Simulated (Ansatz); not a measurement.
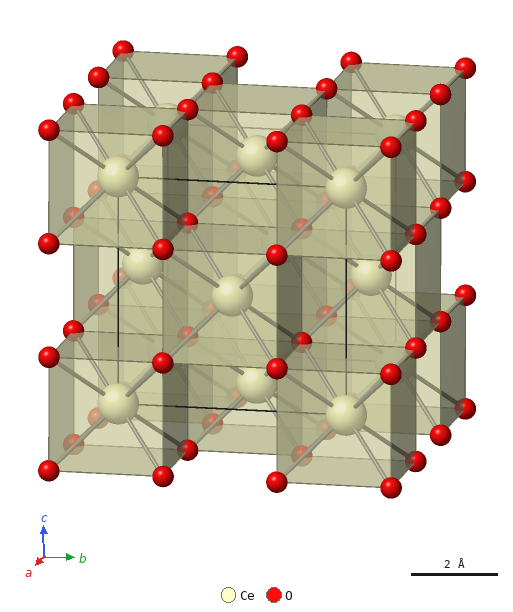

This is a crystal of CeO$_{2}$ (built on the CdCl2 type). Style: polyhedral. Shown: the larger cell on standard axes (4 times the calculation's cell), slightly off an axis.

Method: Ansatz 0.2.0, DFT PBE, scalar-relativistic, plane waves, PAW. Set-up: plane-wave cutoff 420 eV; k-point mesh 10 × 10 × 10; occupations gaussian; smearing width 0.05 eV; no spin polarisation.

Change: The cell is strained by +1.7 % along [0 2 −1], +0.6 % along [3 −1 −1], −1.2 % along [1 1 2] (volume +1.1 %) and atoms are displaced by up to 0.24 Å (root mean square over those that move 0.19 Å) relative to the cell: Ce 0.19 Å along [−2 0 −3]. No relaxation follows.

Question: Predict the response.

Answer: Some distances before and after: Ce–O 2.366 → 2.128 to 2.699 Å. The space group (tolerance 0.01 Å) goes from R3m (No. 160) to P1 (No. 1). It costs 168 meV per atom. Pressure: 0.0 GPa before, 5.2 GPa after. The principal stresses (compression positive) are 8.8 GPa roughly along [1 0 3], 5.9 GPa along [3 −3 −1], 1.0 GPa along [1 1 0]. The largest force is 2.3 eV/Å, on an O atom. The forces mostly point back along the displacements (cosine −0.97). The gap on the k-mesh goes from 1.92 to 1.87 eV.

The changed structure in the same view:

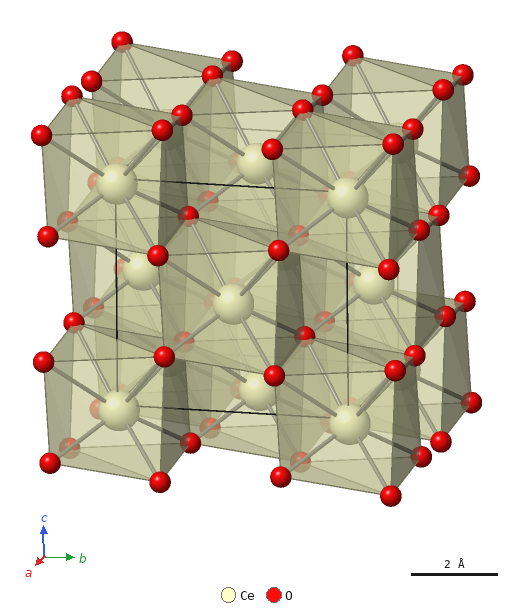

Limits of the set-up: 4f states are treated without a Hubbard U.
